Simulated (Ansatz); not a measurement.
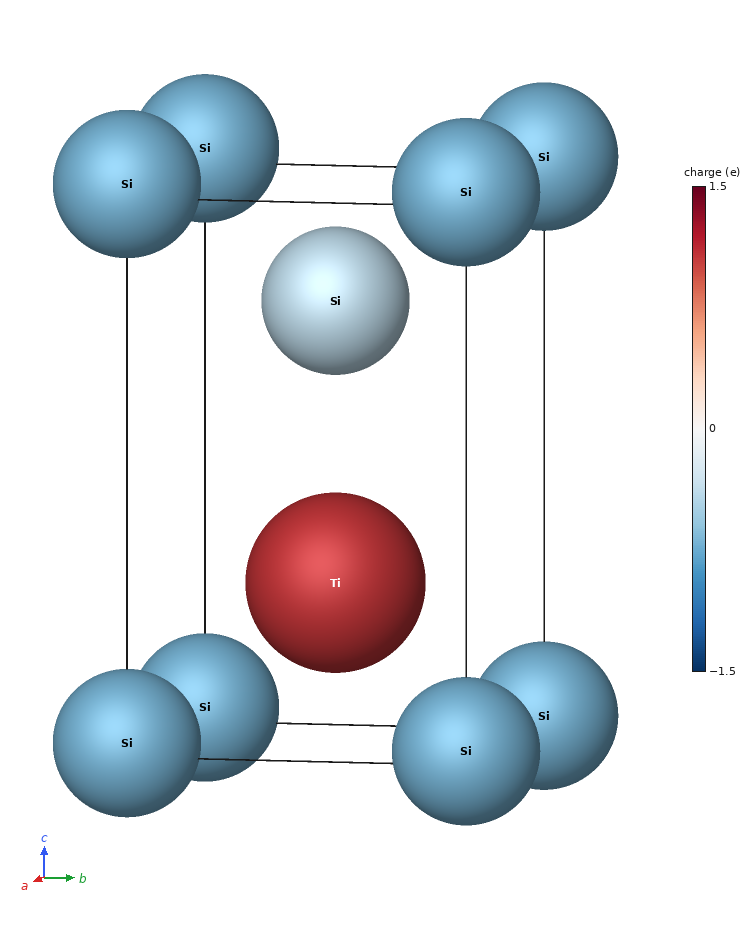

Drawn in the spheres-only manner and seen slightly off an axis. The outline marks the simulation cell. The atoms of this TiSi$_{2}$ cell are coloured by their Bader charge.

Run with Ansatz 0.2.0, DFT PBE, scalar-relativistic, plane waves, PAW and these settings: a basis cut at 420 eV, a 14×14×10 sampling of the Brillouin zone, Gaussian smearing of 0.1 eV, no spin polarisation.

### Which atoms are positive and which negative?

Most positive: Ti; most negative: Si. Charges: about Ti +1.1 e; Si -0.7 to -0.4 e.

It goes back to a random cell made by a generator, so it need not be a real form of the compound. Earlier steps of the study, as a rule a relaxation of our own, may have changed the cell and positions, so they can lie some per cent off the listed ones. It was the input of a calculation with Ansatz.
